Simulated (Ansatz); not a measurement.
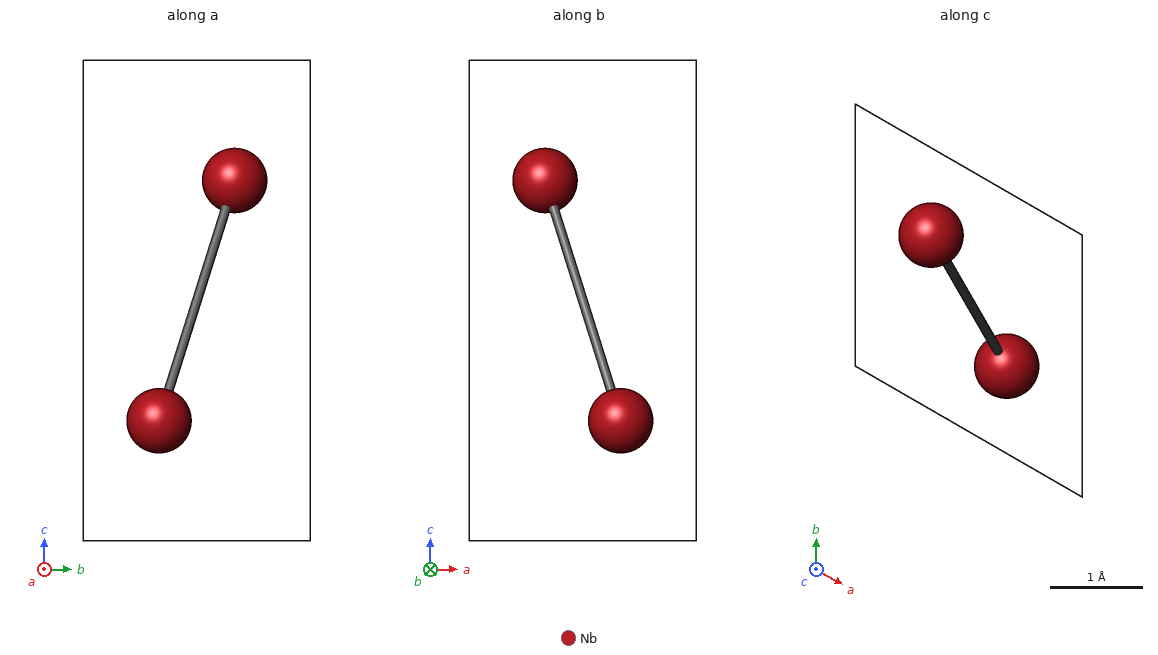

An orthographic ball-and-stick view of the structure, along the a axis, along the b axis and along the c axis. The lines enclose the conventional unit cell; boundary atoms appear with their images.

Lattice parameters: a = 2.8696 Å, b = 2.8696 Å, c = 5.2619 Å, α = 90.000°, β = 90.000°, γ = 120.000°.

Q: Give the atomic positions as a CIF with its space group and independent sites.

A:
```cif
data_structure
_symmetry_space_group_name_H-M 'P 63/m m c'
_symmetry_Int_Tables_number 194
_cell_length_a 2.8696
_cell_length_b 2.8696
_cell_length_c 5.2619
_cell_angle_alpha 90.000
_cell_angle_beta 90.000
_cell_angle_gamma 120.000
_cell_volume 37.52
loop_
_atom_site_label
_atom_site_type_symbol
_atom_site_symmetry_multiplicity
_atom_site_Wyckoff_symbol
_atom_site_fract_x
_atom_site_fract_y
_atom_site_fract_z
_atom_site_occupancy
Nb1 Nb 2 d 0.3333 0.6667 0.7500 1
```

The model was built from a structure type filled with this element by a generator (whether the element takes this form wasn't checked). Earlier steps of the study may have refined or changed the cell and positions. A calculation with Ansatz used it as input.
